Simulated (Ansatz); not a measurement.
# Band-structure calculation, with input and output: VBiO (part 2 of 2)

The same run, continued: VBiO (6 atoms in the cell); DFT with PBE, PAW plane waves, spin–orbit coupling (Ansatz 0.2.0); cutoff 420 eV, 5×5×3 k-mesh, Gaussian smearing of 0.1352 eV. The structure is a generated one, with these elements put on the sites of a known structure type; it need not be a known phase.

Geometry of the input (Å; fractional positions):
```
3.6746  0.0000  0.0000
0.0000  3.6746  0.0000
0.0000  0.0000  6.9591
Bi 0.0000  0.5000  0.1700
Bi 0.5000  0.0000  0.8300
O  0.0000  0.0000  0.0000
O  0.5000  0.5000  0.0000
V  0.0000  0.5000  0.6450
V  0.5000  0.0000  0.3550
```

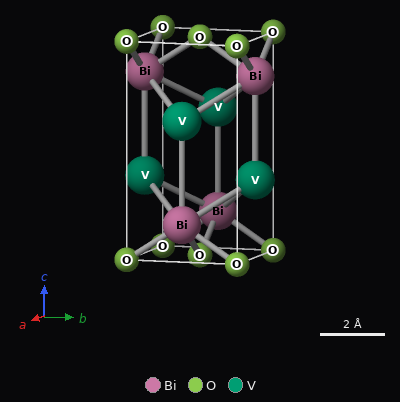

Figure 1. The structure as given in the input (ball-and-stick view of the cell of the calculation, seen slightly off an axis).

**Output, continued**
```
SCF iter   1: F=—  HF=-31827.126838 eV  |F-HF|=—  |Δ(HF+E_count)|=         —  Δρ=3.72e-3  dr2=3.43e-3  dr2_m=3.03e-3  ethr=9.39e-6  |M|=3.26e-3 ∫|m|=6.13e0 μB  |m|>n=0.0e0 m-floor=0.0e0 τ_xc=1.3e-1 mc-row=0.0e0  β_m=1.00  ⟨swp⟩=2.8  Hψ=40533  notcnv=0
preconditioner: auto → Kerker (q_TF=auto, 2.585 Å⁻¹)  [metal: Δε(μ)=0.031 eV  Ē_g=14.504 eV  σ=0.135 eV  W_gap=0.13  n_scr=36 (ndim 8)  ℏωp=27.6 eV  f_vac=0.000  D(μ)=6.10/eV (n_scr^D=58)]
spin=Noncollinear: Kerker preconditioning applied to the charge; magnetization (m_x, m_y, m_z) channels mix plain (no charge-response kernel on spin).
SCF iter   2: F=—  HF=-31827.148739 eV  |F-HF|=—  |Δ(HF+E_count)|=   2.19e-2  Δρ=2.53e-3  dr2=6.09e-4  dr2_m=1.40e-3  ethr=5.04e-6  |M|=3.02e-3 ∫|m|=6.11e0 μB  |m|>n=0.0e0 m-floor=0.0e0 τ_xc=7.7e-2 mc-row=0.0e0  β_m=1.00  ⟨swp⟩=2.0  Hψ=7370  notcnv=0
SCF iter   3: F=—  HF=-31827.159835 eV  |F-HF|=—  |Δ(HF+E_count)|=   1.11e-2  Δρ=1.77e-3  dr2=3.53e-4  dr2_m=6.93e-4  ethr=8.95e-7  |M|=2.79e-3 ∫|m|=6.11e0 μB  |m|>n=0.0e0 m-floor=0.0e0 τ_xc=6.7e-2 mc-row=0.0e0  β_m=1.00  ⟨swp⟩=2.0  Hψ=7879  notcnv=0
SCF iter   4: F=—  HF=-31827.165841 eV  |F-HF|=—  |Δ(HF+E_count)|=   6.01e-3  Δρ=1.25e-3  dr2=4.81e-5  dr2_m=3.48e-4  ethr=5.19e-7  |M|=2.80e-3 ∫|m|=6.11e0 μB  |m|>n=0.0e0 m-floor=0.0e0 τ_xc=5.8e-2 mc-row=0.0e0  β_m=1.00  ⟨swp⟩=2.0  Hψ=10387  notcnv=0
SCF iter   5: F=—  HF=-31827.168071 eV  |F-HF|=—  |Δ(HF+E_count)|=   2.23e-3  Δρ=8.87e-4  dr2=5.15e-5  dr2_m=1.75e-4  ethr=7.08e-8  |M|=2.68e-3 ∫|m|=6.11e0 μB  |m|>n=0.0e0 m-floor=0.0e0 τ_xc=5.0e-2 mc-row=0.0e0  β_m=0.30  ⟨swp⟩=2.0  Hψ=10586  notcnv=0
SCF iter   6: F=—  HF=-31827.169186 eV  |F-HF|=—  |Δ(HF+E_count)|=   1.11e-3  Δρ=6.23e-4  dr2=1.41e-5  dr2_m=8.62e-5  ethr=7.08e-8  |M|=2.46e-3 ∫|m|=6.11e0 μB  |m|>n=0.0e0 m-floor=0.0e0 τ_xc=4.4e-2 mc-row=0.0e0  β_m=1.00  ⟨swp⟩=2.0  Hψ=8308  notcnv=0
SCF iter   7: F=—  HF=-31827.169691 eV  |F-HF|=—  |Δ(HF+E_count)|=   5.05e-4  Δρ=4.40e-4  dr2=6.31e-6  dr2_m=4.23e-5  ethr=2.07e-8  |M|=2.35e-3 ∫|m|=6.11e0 μB  |m|>n=0.0e0 m-floor=0.0e0 τ_xc=3.8e-2 mc-row=0.0e0  β_m=1.00  ⟨swp⟩=2.0  Hψ=10560  notcnv=0
SCF iter   8: F=—  HF=-31827.169973 eV  |F-HF|=—  |Δ(HF+E_count)|=   2.82e-4  Δρ=3.11e-4  dr2=2.78e-7  dr2_m=2.11e-5  ethr=9.29e-9  |M|=2.26e-3 ∫|m|=6.11e0 μB  |m|>n=0.0e0 m-floor=0.0e0 τ_xc=3.7e-2 mc-row=0.0e0  β_m=1.00  ⟨swp⟩=2.0  Hψ=10602  notcnv=0
SCF iter   9: F=—  HF=-31827.170114 eV  |F-HF|=—  |Δ(HF+E_count)|=   1.41e-4  Δρ=2.19e-4  dr2=1.27e-7  dr2_m=1.05e-5  ethr=4.09e-10  |M|=2.18e-3 ∫|m|=6.11e0 μB  |m|>n=0.0e0 m-floor=0.0e0 τ_xc=3.7e-2 mc-row=0.0e0  β_m=1.00  ⟨swp⟩=2.0  Hψ=11448  notcnv=0
SCF iter  10: F=—  HF=-31827.170186 eV  |F-HF|=—  |Δ(HF+E_count)|=   7.14e-5  Δρ=1.55e-4  dr2=8.83e-8  dr2_m=5.22e-6  ethr=1.86e-10  |M|=2.10e-3 ∫|m|=6.11e0 μB  |m|>n=0.0e0 m-floor=0.0e0 τ_xc=3.6e-2 mc-row=0.0e0  β_m=1.00  ⟨swp⟩=2.0  Hψ=11448  notcnv=0
SCF iter  11: F=—  HF=-31827.170222 eV  |F-HF|=—  |Δ(HF+E_count)|=   3.63e-5  Δρ=1.10e-4  dr2=6.48e-9  dr2_m=2.64e-6  ethr=1.30e-10  |M|=2.03e-3 ∫|m|=6.11e0 μB  |m|>n=0.0e0 m-floor=0.0e0 τ_xc=3.6e-2 mc-row=0.0e0  β_m=1.00  ⟨swp⟩=10.0  Hψ=44368  notcnv=0
SCF iter  12: F=—  HF=-31827.170240 eV  |F-HF|=—  |Δ(HF+E_count)|=   1.81e-5  Δρ=7.81e-5  dr2=5.98e-9  dr2_m=1.33e-6  ethr=9.52e-12  |M|=1.96e-3 ∫|m|=6.11e0 μB  |m|>n=0.0e0 m-floor=0.0e0 τ_xc=3.6e-2 mc-row=0.0e0  β_m=0.30  ⟨swp⟩=10.0  Hψ=41299  notcnv=0
Mixer restart at iter 12: flushing history
spin-set hold released at iteration 12 (site moments contracting): the magnetisation degrees of freedom join the quasi-Newton model from the next iteration; the mixer history was flushed
SCF iter  13: F=—  HF=-31827.170249 eV  |F-HF|=—  |Δ(HF+E_count)|=   9.13e-6  Δρ=5.55e-5  dr2=3.78e-9  dr2_m=6.72e-7  ethr=8.79e-12  |M|=1.92e-3 ∫|m|=6.11e0 μB  |m|>n=0.0e0 m-floor=0.0e0 τ_xc=3.6e-2 mc-row=0.0e0  β_m=0.65  ⟨swp⟩=9.4  Hψ=39546  notcnv=0
SCF iter  14: F=-31827.170258 eV  HF=-31827.170258 eV  |F-HF|=5.05e-8  |Δ(HF+E_count)|=   9.38e-6  Δρ=8.54e-6  dr2=6.64e-8  dr2_m=2.01e-8  ethr=5.56e-12  |M|=1.75e-3 ∫|m|=6.11e0 μB  |m|>n=0.0e0 m-floor=0.0e0 τ_xc=3.6e-2 mc-row=0.0e0  ⟨swp⟩=10.1  Hψ=44224  notcnv=0
WARN: the starting moments' order was not kept: 1 of 2 changed their angle to site 5 by over 35° and 1, that site among them, did not, counting a site from 0.1 of the cell's largest site moment. The largest that changed, site 4 (counted from 0, in the order of the report's site_moments_nc_mub), started with 2.00e0 μB and closes with 2.6e0 μB. The net magnetisation is 1.7e-3 μB in size, at most 0.1 of the 4 μB that the starting moments add up to as vectors. The SCF closed on another magnetic arrangement than the starting moments describe; that does not show which of the two is lower. This SCF took its magnetisation from a saved state (the deck's checkpoint.read, a session's seed or a resume), or from the single point or search that the run made first, and not from the starting moments. Where the run's atoms have moved since that state, how it is taken is a key of its own (checkpoint.density_extrapolation: follow_atoms, where typed, takes the whole of its magnetisation to them with its atoms, but for some exceptions; the density_extrapolation keyword of a session's seed is the same key). To be rid of a resumed run's state, run its deck in a fresh run directory. To be rid of the state of a single point that the run made first, give starting moments in the input or, where a deck that gives them still makes one, type scf.lower_state_search: off. To try another start, run it without that state.
SCF 1 converged in 14 iterations: F = -31827.170258 eV  dr2 = 6.64e-8
  greatest PAW one-centre occupation: 0.999 electrons in one spin orbital (limit 2), on the V atom at site 4 (counted from 0), in its partial waves of l = 0
NSCF: frozen V_eff on 71 k-points
SCF converged after 14 iterations
Magnetization: |M| = 0.0017 μB,  M = (+0.0001, -0.0017, -0.0001) μB
Absolute magnetization: 6.1129 μB (∫|m|, with the PAW one-centre terms)
  site 0: m = (+0.0000, -0.0000, +0.0003) μB, |m| = 0.0003 μB  (R = 0.90 Å)
  site 1: m = (+0.0000, -0.0000, -0.0003) μB, |m| = 0.0003 μB  (R = 0.90 Å)
  site 2: m = (+0.0000, -0.0000, -0.0000) μB, |m| = 0.0000 μB  (R = 0.90 Å)
  site 3: m = (+0.0000, -0.0000, -0.0000) μB, |m| = 0.0000 μB  (R = 0.90 Å)
  site 4: m = (+0.0000, -0.0014, -2.5687) μB, |m| = 2.5687 μB  (R = 1.20 Å)
  site 5: m = (+0.0000, -0.0000, +2.5687) μB, |m| = 2.5687 μB  (R = 1.20 Å)
Free energy (F): -31827.170258 eV
Harris-Foulkes:  -31827.170258 eV  (|F-HF|=5.05e-8)
Internal energy: -31827.114675 eV  (E = F + TS)
E sigma→0 (E₀):  -31827.142467 eV
Entropy (-TS):   -0.055583 eV (-9.264 meV/atom)
Fermi energy:    14.898999 eV
--- Per-component energies (eV) ---
  E_band       = -377.349460
  E_kinetic    = 1645.356349
  E_local      = -5496.360389  (includes V_loc(G=0)·N_el)
  E_nonlocal   = 1151.552502
  E_hartree    = 2096.154952
  E_xc         = -712.305538
  E_vxc        = -809.257124  (∫ρ·V_xc dr)
  E_paw        = -23967.348094  (= ΣΔE_a)
  E_vpaw       = -1060.950599  (= ΣTr[D̂ρ^β])
  E_aug_tail   = 0.004424  (compensation charges beyond the density's cutoff)
  E_ewald      = -6544.168881
  E_smearing   = -0.055583  (= −TS)
  E_closure    = 0.000000  (closes the sum)
  Σ components = -31827.170258   (vs F -31827.170258, Δ=0.00e0)
--- Forces (eV/Å), atoms counted from 1 ---
  atom   1  Bi    -0.00000143    -0.00000988     4.91603285
  atom   2  Bi     0.00000133     0.00000831    -4.91604969
  atom   3  O     -0.00000110     0.00003402     0.00008641
  atom   4  O     -0.00000036     0.00001168     0.00008255
  atom   5  V      0.00000044    -0.00001976    -2.29224539
  atom   6  V      0.00000061    -0.00002602     2.29242120
  max |Σ_I F_I| component: 3.28e-4 eV/Å
--- Stress (GPa, compression-positive) ---
       27.519988       0.000002      -0.000003
        0.000002      27.520002       0.000002
       -0.000003      -0.000022      27.843795
  P = ⅓ Tr σ = 27.6279 GPa (276.279 kbar)
--- Band table (eV; the first three rows and the last of 75) ---
  k-point 0: bands = ["-49.9961", "-49.9960", "-47.5616", "-47.5616", "-24.2492", "-24.2491", "-23.9158", "-23.9157", "-23.6521", "-23.6520", "-21.8158", "-21.8157", "-21.3446", "-21.3446", "-21.1444", "-21.1443", "-10.4638", "-10.4638", "-10.3303", "-10.3303", "-10.3274", "-10.3274", "-10.2771", "-10.2771", "-7.8603", "-7.8603", "-7.6493", "-7.6492", "-7.4648", "-7.4648", "-7.3740", "-7.3740", "-7.3500", "-7.3500", "-7.2874", "-7.2874", "-7.2686", "-7.2686", "-3.5964", "-3.5963", "1.9856", "1.9857", "4.7647", "4.7648", "6.6783", "6.6783", "7.1599", "7.1599", "10.1319", "10.1320", "10.1647", "10.1647", "10.6070", "10.6070", "10.7412", "10.7413", "12.1394", "12.1395", "13.3818", "13.3820", "13.5195", "13.5196", "14.1339", "14.1339", "14.2447", "14.2448", "14.4729", "14.4731", "14.7432", "14.7432", "15.3495", "15.3498", "15.5436", "15.5436", "15.9215", "15.9215", "16.8374", "16.8375", "16.9167", "16.9167", "17.3554", "17.3555"]
  k-point 1: bands = ["-49.9961", "-49.9960", "-47.5617", "-47.5616", "-24.2492", "-24.2491", "-23.9158", "-23.9158", "-23.6521", "-23.6520", "-21.8158", "-21.8158", "-21.3447", "-21.3446", "-21.1444", "-21.1444", "-10.4637", "-10.4637", "-10.3303", "-10.3303", "-10.3278", "-10.3278", "-10.2765", "-10.2765", "-7.8603", "-7.8603", "-7.6491", "-7.6491", "-7.4648", "-7.4648", "-7.3740", "-7.3740", "-7.3489", "-7.3489", "-7.2857", "-7.2857", "-7.2686", "-7.2686", "-3.5964", "-3.5963", "1.8763", "1.8764", "5.0662", "5.0663", "6.6761", "6.6761", "7.1557", "7.1557", "9.7695", "9.7696", "10.1217", "10.1218", "10.3852", "10.3853", "10.6044", "10.6044", "12.6627", "12.6629", "13.4499", "13.4501", "13.4553", "13.4555", "13.9264", "13.9265", "14.1822", "14.1822", "14.4729", "14.4730", "15.2682", "15.2684", "15.3141", "15.3141", "15.8005", "15.8007", "16.1575", "16.1575", "16.6451", "16.6451", "16.8376", "16.8378", "17.2800", "17.2802"]
  k-point 2: bands = ["-49.9961", "-49.9960", "-47.5617", "-47.5616", "-24.2492", "-24.2491", "-23.9158", "-23.9158", "-23.6521", "-23.6520", "-21.8158", "-21.8158", "-21.3447", "-21.3446", "-21.1444", "-21.1444", "-10.4637", "-10.4637", "-10.3303", "-10.3303", "-10.3278", "-10.3278", "-10.2765", "-10.2765", "-7.8603", "-7.8603", "-7.6491", "-7.6491", "-7.4648", "-7.4648", "-7.3740", "-7.3740", "-7.3489", "-7.3489", "-7.2857", "-7.2857", "-7.2686", "-7.2686", "-3.5964", "-3.5963", "1.8763", "1.8764", "5.0662", "5.0663", "6.6761", "6.6761", "7.1557", "7.1557", "9.7695", "9.7696", "10.1217", "10.1218", "10.3852", "10.3853", "10.6044", "10.6044", "12.6627", "12.6629", "13.4499", "13.4501", "13.4553", "13.4555", "13.9264", "13.9265", "14.1822", "14.1822", "14.4729", "14.4730", "15.2682", "15.2684", "15.3141", "15.3141", "15.8005", "15.8007", "16.1575", "16.1575", "16.6451", "16.6451", "16.8376", "16.8378", "17.2800", "17.2802"]
  k-point 74: bands = ["-49.9954", "-49.9954", "-47.5610", "-47.5609", "-24.2547", "-24.2546", "-23.9148", "-23.9147", "-23.6582", "-23.6582", "-21.8220", "-21.8219", "-21.3517", "-21.3517", "-21.1429", "-21.1428", "-10.4704", "-10.4704", "-10.3396", "-10.3396", "-10.3157", "-10.3157", "-10.2929", "-10.2929", "-8.0030", "-8.0030", "-7.6946", "-7.6946", "-7.4231", "-7.4231", "-7.3666", "-7.3666", "-7.3353", "-7.3353", "-7.2976", "-7.2976", "-6.4326", "-6.4326", "-4.0020", "-4.0020", "2.1149", "2.1150", "4.6056", "4.6057", "6.1578", "6.1578", "8.0774", "8.0775", "8.6660", "8.6661", "8.9824", "8.9825", "10.2232", "10.2233", "10.8798", "10.8798", "12.9849", "12.9850", "13.4608", "13.4609", "13.5800", "13.5802", "13.9911", "13.9913", "14.1134", "14.1135", "14.6957", "14.6959", "14.9693", "14.9694", "15.1933", "15.1934", "16.0233", "16.0235", "16.2715", "16.2717", "16.4561", "16.4563", "16.9272", "16.9274", "17.2024", "17.2026"]
--- Löwdin populations: 6 sites ---
  site symbol       q [e]
     0     Bi     14.2673
     1     Bi     14.2673
     2      O      6.7889
     3      O      6.7889
     4      V     12.6777
     5      V     12.6776
  spilling = 0.007830 (of n_electrons = 68.000000)
--- Bader charges: 6 sites ---
  site symbol  charge [e]  shift [e]  m_x [muB]  m_y [muB]  m_z [muB]
     0     Bi      0.7887     0.0009     0.0000     0.0000     0.1348
     1     Bi      0.7887     0.0009     0.0000    -0.0001    -0.1348
     2      O     -1.1738     0.0004     0.0000    -0.0001     0.0000
     3      O     -1.1738     0.0004     0.0000    -0.0001     0.0000
     4      V      0.3851     0.0013     0.0000    -0.0016    -2.7862
     5      V      0.3851     0.0013     0.0000    -0.0001     2.7862
  estimated error of the sums over rays = 5.1e-4 e
```

**Results in brief**

| quantity | value |
| --- | --- |
| outcome | converged |
| space group (tolerance 0.01 Å) | P4/nmm (129) |
| electrons treated | 68 |
| free energy | −31827.1703 eV |
| Fermi energy | 14.899 eV |
| net moment of the cell | 0.00 μB |
| integrated absolute moment | 6.11 μB |
| pressure | 27.63 GPa |
| electronic character | metal |
| largest force (length of the vector) | 4.916 eV/Å |
| hardware | 2 threads of Intel Xeon @ 2.90GHz (Ice Lake), 10 GiB of memory available, shared host |
| wall time | 3.4 min (CPU time 7.3 min) |
| peak memory | 1.4 GiB |

**Notes**

Warnings of the run: the SCF threshold is looser than advised for the printed stress. The cell is under a pressure of 28 GPa at this level, so it is not at its equilibrium volume.
